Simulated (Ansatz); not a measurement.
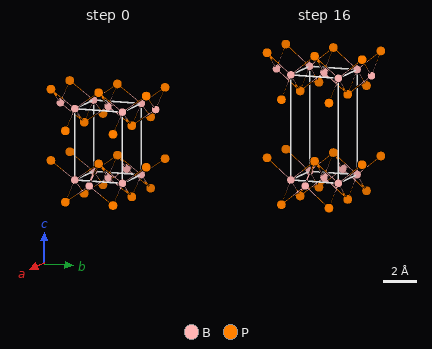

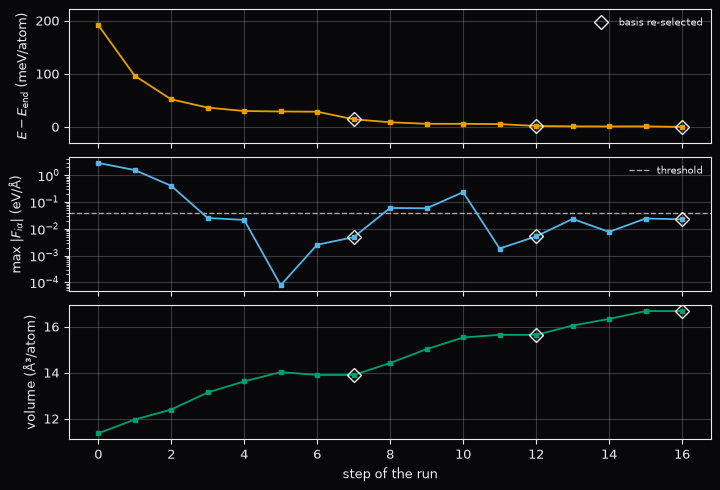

First and last geometry of a relaxation of crystalline BP (a generated structure, set up in P4/nmm) (coarse preliminary run), with the history of the run. The picture is a ball-and-stick view of the cell of the calculation, seen slightly off an axis.

Theory: Ansatz, DFT PBE, scalar-relativistic, plane waves, PAW. (plane-wave cutoff 420 eV; k-point mesh 6 × 6 × 4; occupations gaussian; smearing width 0.1 eV; no spin polarisation; cell and atoms relaxed; force threshold 0.04 eV/Å; at most 70 steps)

> Did the run converge, and what did it change?

It converged. The largest moves relative to the cell, 0.37 Å, are those of P atoms. B stays in place. The drawn cell changes as follows: a = b 3.180 → 3.172 Å (−0.2 %), c 4.497 → 6.632 Å (+47.5 %); the volume changes by +46.8 %. Among the contacts that change: B–P 1.947 → 2.043 Å. Among the angles between lasting bonds that change: B–P–B 109.5° → 101.8°, P–B–P 109.5° → 101.8°, B–P–B 70.5° → 66.6°. The space group stays P4/nmm (No. 129). Over 13 accepted moves (16 points after the start) the energy falls by 192 meV per atom. Largest force component: 2.9 eV/Å at the start, 0.023 eV/Å at the end. Pressure: 21.02 GPa at the start and 0.10 GPa at the end. The SCF was repeated 3 times at an unchanged geometry on a basis and grid sized afresh for the cell, which shifted the energy by 14.3 meV per atom at most. Cost: 38 s on 1 thread of Intel(R) Xeon(R) Platinum 8259CL CPU @ 2.50GHz (Skylake/Cascade Lake), with other jobs on the host, peak memory 0.46 GiB.
